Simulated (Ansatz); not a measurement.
Geometry relaxation of AlGa₃N₄ (part 1 of 2)

AlGa₃N₄ (Pm, 8 atoms in the cell), computed with DFT PBEsol, scalar-relativistic, plane waves, PAW, no spin polarisation (Ansatz 0.2.0).

The structure derives from a Materials Project entry. Figures and captions count atoms from 1; the log counts them from 0 in places.

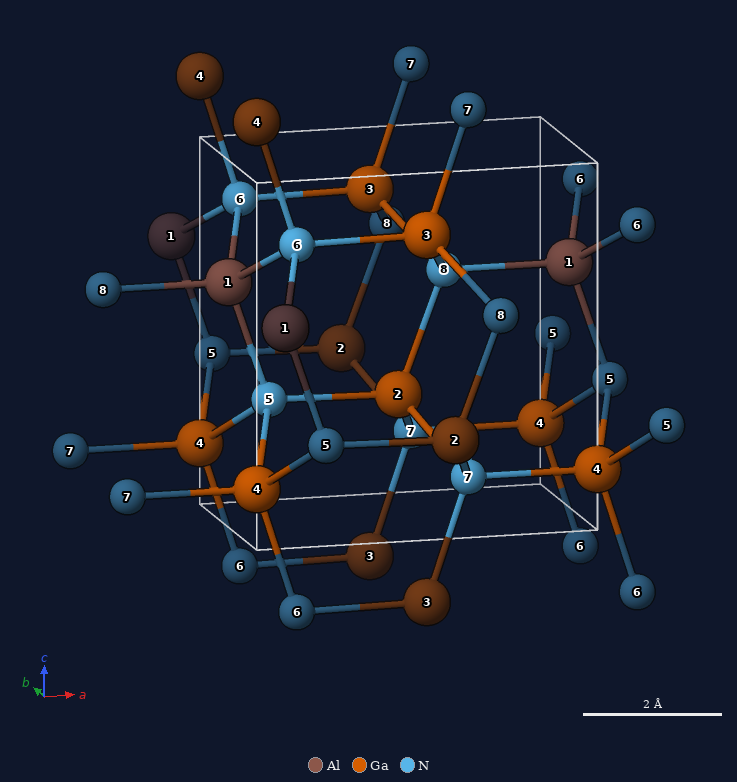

Fig. 1: The input geometry (ball-and-stick view of the cell of the calculation, seen slightly off an axis; neighbours outside the cell are drawn fainter; atoms are numbered from 1 in the order of the input). Near neighbours in the crystal (not all of them lie inside the picture): Al has 4 N at 1.89 to 1.90 Å; Ga has 4 N at 1.94 to 1.97 Å; N has 1 Al at 1.89 Å and 3 Ga at 1.95 to 1.96 Å; N has 2 Al at 1.90 Å and 2 Ga at 1.96 to 1.97 Å; N has 4 Ga at 1.94 to 1.95 Å.

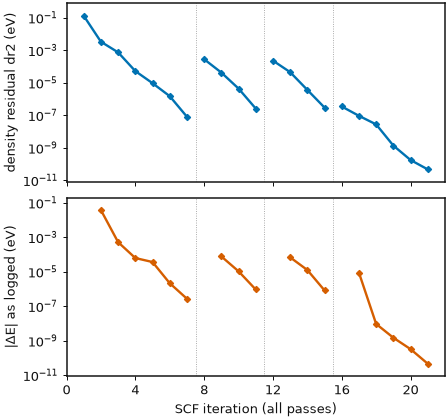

Fig. 2: Convergence of the self-consistent field: density residual dr2 and size of the energy change against the SCF iteration. The dotted lines part the SCF passes of the relaxation: geometry steps, rejected trials and re-solves on a re-selected basis. The passes take 7, 4, 4 and 6 iterations.

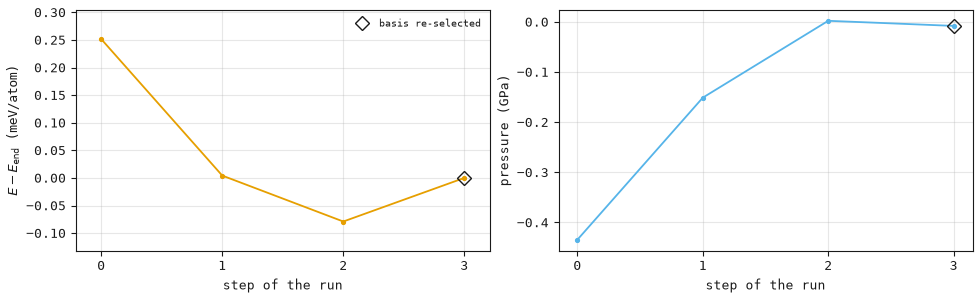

Fig. 3: Progress of the relaxation, step by step (the first geometry is step 0 here and step 1 in the log). The largest moves relative to the cell, 0.007 Å, are those of N5, N6 and N8. By element the largest moves are N 0.007 Å, Ga 0.001 Å, Al 0.001 Å. Cell: a 5.146 → 5.142 Å (−0.1 %), b 3.167 → 3.165 Å (−0.1 %), c 5.484 → 5.478 Å (−0.1 %). Volume −0.2 %. Distances before and after: Ga4–N6 1.965 → 1.958 Å, Al1–N8 1.893 → 1.899 Å, Ga3–N6 1.967 → 1.961 Å, Al1–N5 1.890 → 1.895 Å. The space group stays Pm (No. 6). After 2 geometry steps the energy has fallen by 0.3 meV per atom. The largest force component goes from 0.16 to 0.0045 eV/Å. The pressure goes from −0.43 to −0.01 GPa. A last SCF at the same geometry on a re-selected plane-wave basis shifts the energy by +0.1 meV per atom. (Atoms are counted from 1 in the order of the input.)

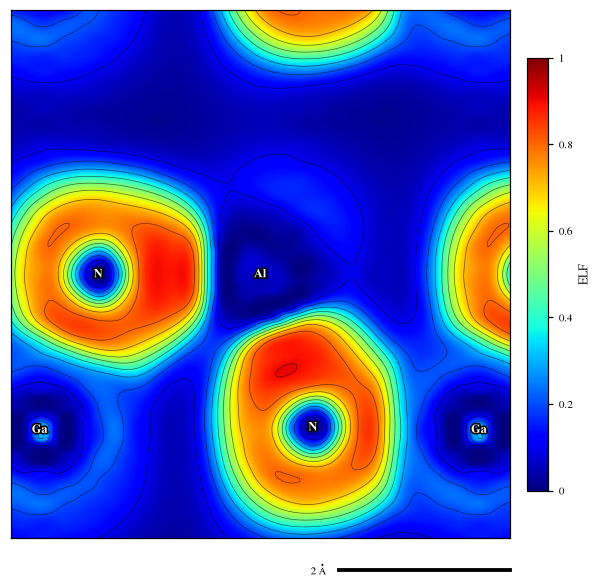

Fig. 4: Electron localisation function on the (010) plane of the conventional cell. The section cuts through Al, Ga and N sites. Ga–N (1.94 Å): the ELF is about 0.45 at the midpoint. Core electrons are frozen (PAW), so the fields are smoothed inside the atomic spheres.

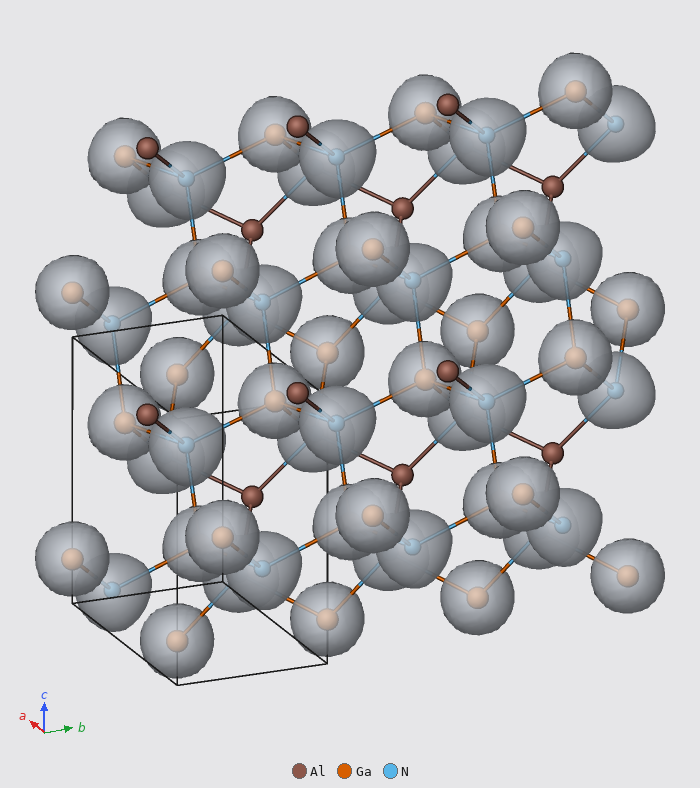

Fig. 5: Isosurface of the valence charge density (pseudo) at 1 e/Å³ (grey), seen at an oblique angle. Sticks mark near contacts. The outline is the cell set on symmetry axes. At this value the density breaks into separate islands; it holds about 65 % of the electrons treated as valence (semicore included). It is pinched off along the Al–N (1.89 Å) and Ga–N (1.94 Å) contacts. On the grid the lowest density along these lines, outside the cores, is 0.57 e/Å³ (Al–N, 1.89 Å) and 0.74 e/Å³ (Ga–N, 1.94 Å).

The input that produced these results follows, with the program's output.

The input:
```yaml
crystal:
  lattice:
    - [5.1455897724, 0.0, 0.0]
    - [0.0, 3.16707762, 0.0]
    - [-0.0037175149, 0.0, 5.4836534091]
  atoms:
    - { symbol: Al, position: [0.00050108, 0.5, 0.6673044] }
    - { symbol: Ga, position: [0.49913931, 0.5, 0.33514653] }
    - { symbol: Ga, position: [0.49913488, 0.0, 0.83132616] }
    - { symbol: Ga, position: [0.99990822, 0.0, 0.16624089] }
    - { symbol: "N", position: [0.11923844, 0.5, 0.34129715] }
    - { symbol: "N", position: [0.11682905, 0.0, 0.82526452] }
    - { symbol: "N", position: [0.62024701, 0.0, 0.16615093] }
    - { symbol: "N", position: [0.63260202, 0.5, 0.66727042] }
basis:
  ecutwfc: 420
kpoints:
  mp_grid: { grid: [6, 8, 6] }
hamiltonian:
  xc: pbesol
scf:
  occupations: { method: gaussian, width: 0.02 }
output:
  forces: true
  stress: true
  eigenvalues: true
  write_density: true
  write_potential: true
  elf: true
  volumetric_format: npy
relax:
  adjacent_minimum: "off"
  f_tol: 0.01
  max_steps: 80
  cell: { stress_tol: 0.05 }
```

Launch command:
```bash
ansatz run input.yaml --threads 2 --pin off --max-ram 5120MiB --backend cpu --events-out ev --progress --plain --runs-dir out
```

The program's output:
```
Engine: ansatz 0.2.0, x86_64-unknown-linux-gnu
Pseudopotentials: kind: paw
Pseudopotential: Al, paw, valence charge 3, recommended cutoff 420 eV (normal), Al.paw.azcp
Pseudopotential: Ga, paw, valence charge 13, recommended cutoff 420 eV (normal), Ga.paw.azcp
Pseudopotential: N, paw, valence charge 5, recommended cutoff 420 eV (normal), N.paw.azcp
Functional definition: PBEsol
  exchange = pbesol_x
  correlation = pbesol_c
Crystal: 8 atoms, lattice volume = 89.364 Å³
Basis set: ecut = 420 eV, 1757 PW (Γ), exchange–correlation on 72×48×80 points (8 copies of the dense FFT grid, shifted against one another)
Bands: 39, of which v1, the nominal top of the filled ones, is band 31 counted from 1 (30 counted from 0)
Symmetry: 2 space group operations
Space group: Pm (ITA 6), of the structure as read, at distance tolerance 4.5e-5 Å
k-points: 100 of 288 (time reversal used)
Non-local potential: Al, projectors of the file, l = 0: 2, l = 1: 2, l = 2: 1
Non-local potential: Ga, projectors of the file, l = 0: 2, l = 1: 2, l = 2: 3, l = 3: 1
Non-local potential: N, projectors of the file, l = 0: 2, l = 1: 2, l = 2: 1
PAW form: soft (Blöchl's): semilocal exchange-correlation on the pseudo side does not see the compensation charge
PAW frozen core: Al, regenerated for the run's functional, and the local potential with it (the file was generated under x = pbe(κ = 0.804, μ = 0.2195149727645171), c = pbe(β = 0.06672455060314922))
PAW frozen core: Ga, regenerated for the run's functional, and the local potential with it (the file was generated under x = pbe(κ = 0.804, μ = 0.2195149727645171), c = pbe(β = 0.06672455060314922))
PAW frozen core: N, regenerated for the run's functional, and the local potential with it (the file was generated under x = pbe(κ = 0.804, μ = 0.2195149727645171), c = pbe(β = 0.06672455060314922))
PAW one-centre angular grid: Al, 110 points (default); XC on 64 Gauss nodes
PAW one-centre angular grid: Ga, 590 points (default); XC on 64 Gauss nodes
PAW one-centre angular grid: N, 110 points (default); XC on 64 Gauss nodes
Initial density: superposition of atomic densities (neutral atoms: chi_scale 0, normalization atom), corrected by the library's trained network
Initial wavefunctions: pseudopotential atomic-orbital guess
Functional: x = pbesol(κ = 0.804, μ = 0.12345679012345678), c = pbesol(β = 0.046)
SCF iter   1: F=—  HF=-13274.505200 eV  |F-HF|=—  |Δ(HF+E_count)|=         —  Δρ=1.23e-2  dr2=1.34e-1  ethr=1.77e-3  ⟨swp⟩=6.4  Hψ=15764  notcnv=0
preconditioner: auto → Resta (q_TF=auto, 2.567 Å⁻¹)  ε∞=4.7  [insulator: Δε(μ)=2.259 eV  Ē_g=16.091 eV  σ=0.020 eV  W_gap=1.00  n_scr=22 (ndim 8)  ℏωp=30.9 eV  f_vac=0.000  D(μ)=0.00/eV (n_scr^D=0)  ε∞_Penn≈4.7]
SCF iter   2: F=—  HF=-13274.467137 eV  |F-HF|=—  |Δ(HF+E_count)|=   3.81e-2  Δρ=1.88e-3  dr2=3.38e-3  ethr=2.16e-4  ⟨swp⟩=2.0  Hψ=6053  notcnv=0  defer=306
SCF iter   3: F=—  HF=-13274.466611 eV  |F-HF|=—  |Δ(HF+E_count)|=   5.26e-4  Δρ=9.13e-4  dr2=7.51e-4  ethr=5.45e-6  ⟨swp⟩=2.8  Hψ=6459  notcnv=0  defer=306
SCF iter   4: F=—  HF=-13274.466547 eV  |F-HF|=—  |Δ(HF+E_count)|=   6.32e-5  Δρ=2.53e-4  dr2=5.30e-5  ethr=1.21e-6  ⟨swp⟩=3.0  Hψ=7122  notcnv=0  defer=306
SCF iter   5: F=—  HF=-13274.466510 eV  |F-HF|=—  |Δ(HF+E_count)|=   3.71e-5  Δρ=1.14e-4  dr2=9.56e-6  ethr=8.55e-8  ⟨swp⟩=2.0  Hψ=6672  notcnv=0  defer=306
SCF iter   6: F=—  HF=-13274.466512 eV  |F-HF|=—  |Δ(HF+E_count)|=   2.20e-6  Δρ=3.85e-5  dr2=1.52e-6  ethr=1.54e-8  ⟨swp⟩=2.1  Hψ=6463  notcnv=0  defer=306
SCF iter   7: F=-13274.466512 eV  HF=-13274.466512 eV  |F-HF|=5.26e-9  |Δ(HF+E_count)|=   2.77e-7  Δρ=9.91e-6  dr2=8.26e-8  ethr=1.61e-10  ⟨swp⟩=11.2  Hψ=28002  notcnv=0
SCF 1 converged in 7 iterations: F = -13274.466512 eV  dr2 = 8.26e-8
  greatest PAW one-centre occupation: 0.995 electrons in one spin orbital (limit 2), on the Ga atom at site 3 (counted from 0), in its partial waves of l = 2
relax step   1: F+E_penalty+E_count = -13274.46651215 eV  Δ(F+E_penalty+E_count) = +0.000e0 eV  max|allowed force component| = 1.586e-1 eV/Å  Δτ_max = 0.0000 Å  P = -0.435 GPa  Ω = 89.364 Å³  (7 SCF iters, dr2 threshold 1.00e-7 eV, accepted)
Crystal: 8 atoms, lattice volume = 89.234 Å³
Basis set: ecut = 420 eV, 1749 PW (Γ), exchange–correlation on 72×48×80 points (8 copies of the dense FFT grid, shifted against one another)
Initial density: handed on by an earlier stage of this run
Initial wavefunctions: those handed on with the density
iter 1 solved again at ethr=4.44e-7 eV; its pass at ethr=3.10e-3 eV (dr2=2.75e-4 eV) is discarded
SCF iter   1: F=—  HF=-13274.468582 eV  |F-HF|=—  |Δ(HF+E_count)|=         —  Δρ=5.04e-4  dr2=2.85e-4  ethr=4.44e-7  ⟨swp⟩=2.0  Hψ=14336  notcnv=0
preconditioner: auto → Resta (q_TF=auto, 2.568 Å⁻¹)  ε∞=4.7  [insulator: Δε(μ)=2.356 eV  Ē_g=16.129 eV  σ=0.020 eV  W_gap=1.00  n_scr=22 (ndim 8)  ℏωp=31.0 eV  f_vac=0.000  D(μ)=0.00/eV (n_scr^D=0)  ε∞_Penn≈4.7]
SCF iter   2: F=—  HF=-13274.468503 eV  |F-HF|=—  |Δ(HF+E_count)|=   7.85e-5  Δρ=1.87e-4  dr2=4.29e-5  ethr=4.44e-7  ⟨swp⟩=2.0  Hψ=5053  notcnv=0
SCF iter   3: F=—  HF=-13274.468492 eV  |F-HF|=—  |Δ(HF+E_count)|=   1.08e-5  Δρ=6.18e-5  dr2=4.48e-6  ethr=6.92e-8  ⟨swp⟩=2.0  Hψ=4949  notcnv=0
SCF iter   4: F=-13274.468491 eV  HF=-13274.468491 eV  |F-HF|=1.33e-7  |Δ(HF+E_count)|=   9.48e-7  Δρ=1.61e-5  dr2=2.64e-7  ethr=1.29e-9  ⟨swp⟩=11.1  Hψ=34283  notcnv=0
SCF 2 converged in 4 iterations: F = -13274.468491 eV  dr2 = 2.64e-7
relax step   2: F+E_penalty+E_count = -13274.46849127 eV  Δ(F+E_penalty+E_count) = -1.979e-3 eV  max|allowed force component| = 7.865e-2 eV/Å  Δτ_max = 0.0041 Å  P = -0.151 GPa  Ω = 89.234 Å³  energy of the carried Pulay correction = +4.244e-4 eV  (4 SCF iters, dr2 threshold 8.00e-7 eV, accepted)
Crystal: 8 atoms, lattice volume = 89.165 Å³
iter 1 solved again at ethr=3.56e-7 eV; its pass at ethr=3.10e-3 eV (dr2=2.20e-4 eV) is discarded
```
